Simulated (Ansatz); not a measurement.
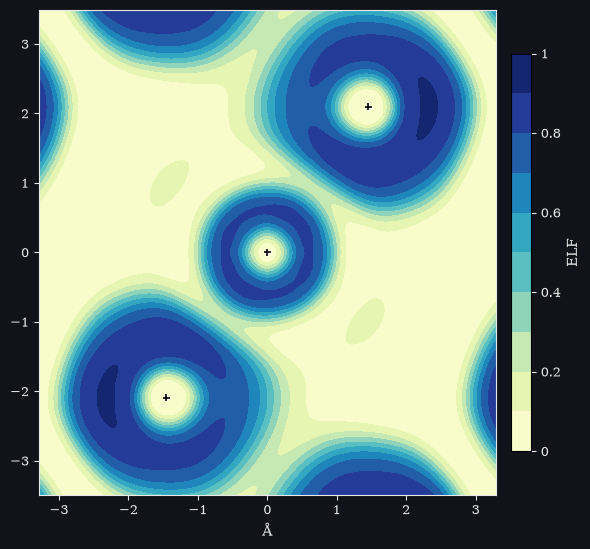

The ELF on a plane through atoms (crosses mark nuclei in the plane).

The calculation used DFT PBEsol, scalar-relativistic, plane waves, PAW in Ansatz 0.2.0.

Candidates:
A. ZrS2, a = 3.63 Å, b = 3.63 Å, c = 5.88 Å, α = 90.00°, β = 90.00°, γ = 120.00°. Space group P-3m1.
B. Si3N (slab), a = 3.84 Å, b = 3.84 Å, c = 26.89 Å, α = 90.00°, β = 90.00°, γ = 90.00°. 
C. Si, a = 5.43 Å, b = 5.43 Å, c = 5.43 Å, α = 90.00°, β = 90.00°, γ = 90.00°. Space group Fd-3m.

### Which system is this?

Candidate A: ZrS2 on the (110) plane of the conventional cell, which holds Zr and S. Zr–S (2.55 Å): the ELF peaks at about 0.85 in the valence shell of S, 0.8 Å from its nucleus, and is about 0.40 at the midpoint.
